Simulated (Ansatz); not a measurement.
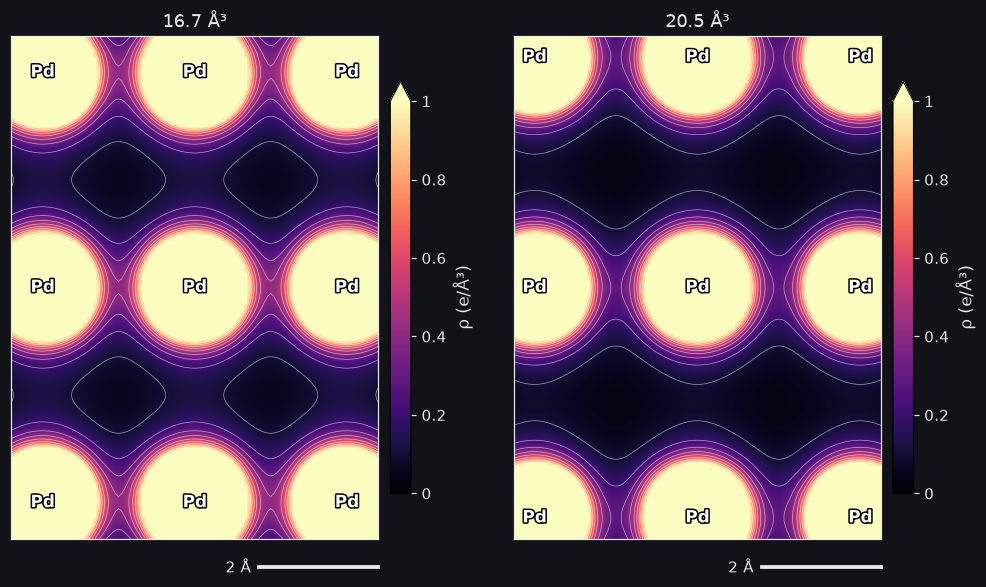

Pd. The valence electron density of cells scaled evenly to different volumes (given per atom above each panel), on the (110) plane of each (indices in the axes of the cell below), at one length scale and on one colour scale.

A generated structure, not necessarily the stable one; the program warned that a starting moment wasn't kept; spin-polarised, but the moments vanished.

Level of theory: DFT, BLYP, plane waves (420 eV) with PAW, scalar-relativistic in Ansatz.

Core electrons are frozen (PAW), and the valence fields are smoothed inside the atomic spheres.

The largest cell:

```cif
data_structure
_symmetry_space_group_name_H-M 'P 1'
_symmetry_Int_Tables_number 1
_cell_length_a 2.7384
_cell_length_b 2.7384
_cell_length_c 2.7384
_cell_angle_alpha 90.000
_cell_angle_beta 90.000
_cell_angle_gamma 90.000
_cell_volume 20.54
loop_
_atom_site_label
_atom_site_type_symbol
_atom_site_fract_x
_atom_site_fract_y
_atom_site_fract_z
_atom_site_occupancy
Pd1 Pd 0.00000 0.00000 0.00000 1
```

| volume (Å³/atom) | Pd–Pd contact in the plane (Å) | ρ at its midpoint (e/Å³) | pressure (GPa) | 
| --- | --- | --- | --- |
| 16.73 | 2.558 | 0.407 | 17.7 | 
| 18.25 | 2.633 | ? | ? | 
| 20.54 | 2.738 | 0.282 | −6.3 | 

Question: Estimate the missing row, and compare with the calculation.

Answer: Over the known rows ln ρ falls by 2.04 per Å of Pd–Pd distance (the line through the two), which gives 0.349 e/Å³ at 2.633 Å; the calculation gives 0.344 e/Å³. For the pressure, a straight line in volume between the neighbouring rows gives 8.1 GPa; the calculation gives 4.3, lower because pressure rises ever faster on compression.
